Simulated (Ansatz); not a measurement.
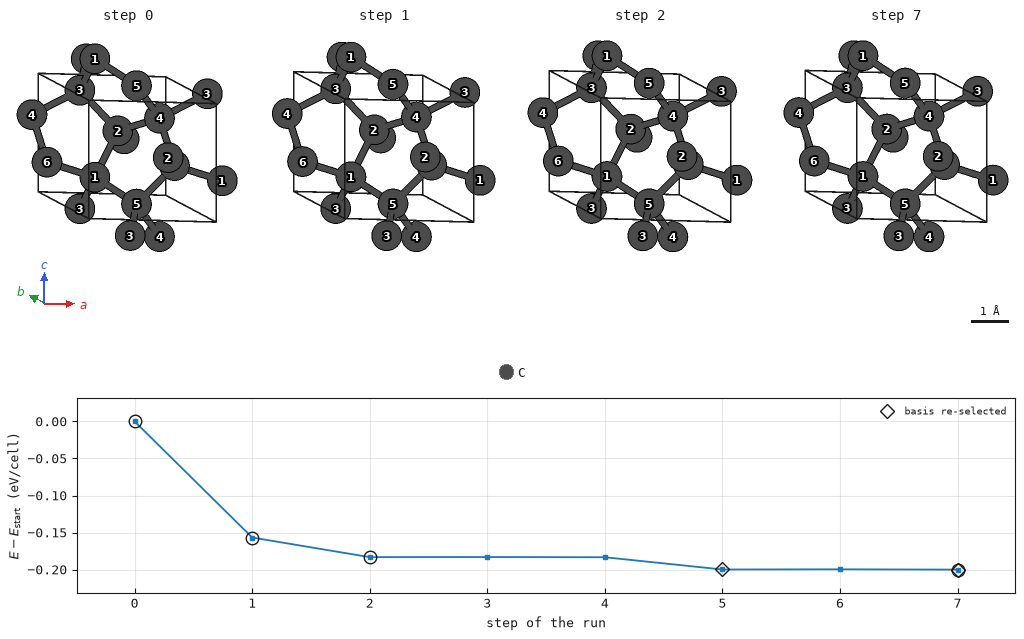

Frames of a relaxation of solid C (a generated structure, set up in P6_122) (coarse preliminary run), marked on the history of the run. A ball-and-stick model of the cell of the calculation, seen slightly off an axis.

Level of theory: Ansatz, DFT PBE, scalar-relativistic, plane waves, PAW. Settings: plane-wave cutoff 420 eV; k-point mesh 6 × 6 × 6; occupations gaussian; smearing width 0.1 eV; no spin polarisation; cell and atoms relaxed; force threshold 0.04 eV/Å; at most 70 steps.

Describe the path.

The energy falls by 0.200 eV per cell of the calculation in 5 accepted moves (7 points after the start). Largest force component: 0.68 eV/Å at the start, under 0.0001 eV/Å at the end. The pressure goes from 27.95 to 0.02 GPa. At 2 points the geometry stayed and the basis and grid were re-selected for the new cell (energy shift of 16.5 meV per cell of the calculation at most each time). The largest moves relative to the cell, 0.009 Å, are those of C1, C2, C3, C4, C5 and C6. C3 goes along [−1 1 0]. The drawn cell changes as follows: a = b 3.498 → 3.572 Å (+2.1 %), c 3.312 → 3.377 Å (+2.0 %); the volume changes by +6.3 %. Near-neighbour distances that change, for instance: C1–C2 1.518 → 1.560 Å, C1–C5 1.522 → 1.545 Å. The space group stays P6_122 (No. 178). Cost: 17 s on 1 thread of Arm Neoverse V1 (shared host), peak memory 0.29 GiB. From step 0 to 1: volume +3.7 %, energy −0.157 eV per cell of the calculation. From step 1 to 2: volume +2.2 %, energy −26.5 meV per cell of the calculation. From step 2 to 7: volume +0.3 %, energy −16.8 meV per cell of the calculation.
